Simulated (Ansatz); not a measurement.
# HfSi3O8: what the fields show

The calculation's input:

```
crystal:
  lattice:
    - [5.4682793941, 0.0, 0.0]
    - [-2.734139697, 4.7356688703, 0.0]
    - [0.0, 0.0, 9.3110952828]
  atoms:
    - { symbol: Hf, position: [0.6666666667, 0.3333333333, 0.9270463685] }
    - { symbol: Si, position: [0.3333333333, 0.6666666667, 0.4356131501] }
    - { symbol: Si, position: [0.3333333333, 0.6666666667, 0.0887078041] }
    - { symbol: Si, position: [0.6666666667, 0.3333333333, 0.5405634197] }
    - { symbol: O, position: [0.0204365711, 0.5102182856, 0.0227625635] }
    - { symbol: O, position: [0.4998437077, 0.9996874154, 0.4876687602] }
    - { symbol: O, position: [0.4998437077, 0.5001562923, 0.4876687602] }
    - { symbol: O, position: [0.4897817144, 0.5102182856, 0.0227625635] }
    - { symbol: O, position: [0.6666666667, 0.3333333333, 0.7150000798] }
    - { symbol: O, position: [0.3333333333, 0.6666666667, 0.2617752068] }
    - { symbol: O, position: [0.0003125846, 0.5001562923, 0.4876687602] }
    - { symbol: O, position: [0.4897817144, 0.9795634289, 0.0227625635] }
basis:
  ecutwfc: 420
kpoints:
  mp_grid: { grid: [6, 6, 4] }
hamiltonian:
  xc: pbe
scf:
  occupations: { method: gaussian, width: 0.02 }
output:
  forces: true
  stress: true
  eigenvalues: true
  write_density: true
  write_potential: true
  elf: true
  volumetric_format: npy
relax:
  adjacent_minimum: "off"
  f_tol: 0.01
  max_steps: 80
  cell: { stress_tol: 0.05 }
```

Command:

```sh
ansatz run input.yaml --threads 1 --pin off --max-ram 2560MiB --backend cpu --events-out ev --progress --plain --runs-dir out
```

Below, planes, directions and counts refer to the conventional cell (a = 5.47 Å, b = 5.47 Å, c = 9.31 Å, α = 90.00°, β = 90.00°, γ = 120.00°).

The fields are those of the run's last geometry, not of the input's.

Space group P3m1; a structure generated by program, which may or may not match a known phase.

Level of theory: DFT PBE, scalar-relativistic, plane waves, PAW (Ansatz 0.2.0).

Core electrons are frozen (PAW), and the valence fields are smoothed inside the atomic spheres.

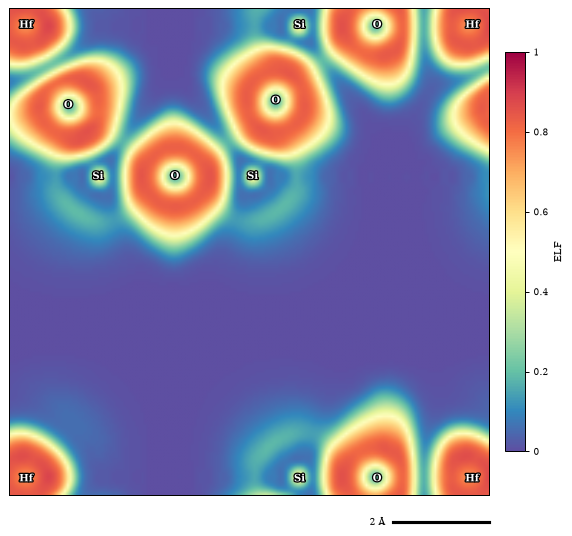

Figure 1. Electron localisation function on the (110) plane of the conventional cell.

**Interpret the plot.**

The plane passes through Hf, Si and O nuclei.
Si–O (1.62 Å): the ELF peaks at about 0.85 between the atoms, as expected for a short, strongly polar bond.
Hf–O (1.90 Å): the ELF peaks at about 0.80 in the valence shell of O, 0.5 Å from its nucleus, and drops to about 0.20 between the two atoms: no localised pair shows between them.
Si–O (1.65 Å): the ELF peaks at about 0.85 between the atoms (a polar covalent bond).
Hf–O (1.97 Å): the ELF peaks at about 0.80 in the valence shell of O, 0.5 Å from its nucleus, and drops to about 0.15 between the two atoms; no localised pair shows between them.
The ELF also peaks beside O, away from the bonds: lone-pair regions.
The features right at Hf lie inside the PAW spheres, where the map follows smoothed inner orbitals and isn't to be read closely.

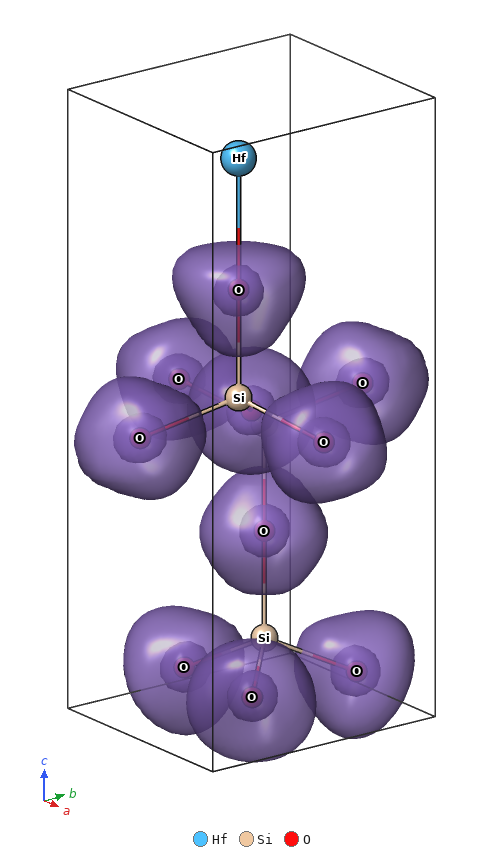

Figure 2. Isosurface of the ELF at 0.7 (purple), seen slightly off an axis. Only the valence region is drawn (cores and ρ < 0.01 e/Å³ removed). Sticks mark near contacts.

**Identify the bonds, lone pairs and shells in this picture.**

At this value the surface marks out eight regions on O in which the atom's valence shell and bonds are merged, counted in one cell of 12 atoms. Any copies at cell faces, edges or corners count once. Along the contacts the grid gives the following. Si–O (1.60 Å): the ELF peaks at about 0.85 between the atoms; a short, strongly polar bond.

**Does the calculation make it a metal, or give it a gap?**

It is gapped, with a Kohn–Sham gap of 4.5 eV on the k-point mesh, an upper bound to the gap of this method.
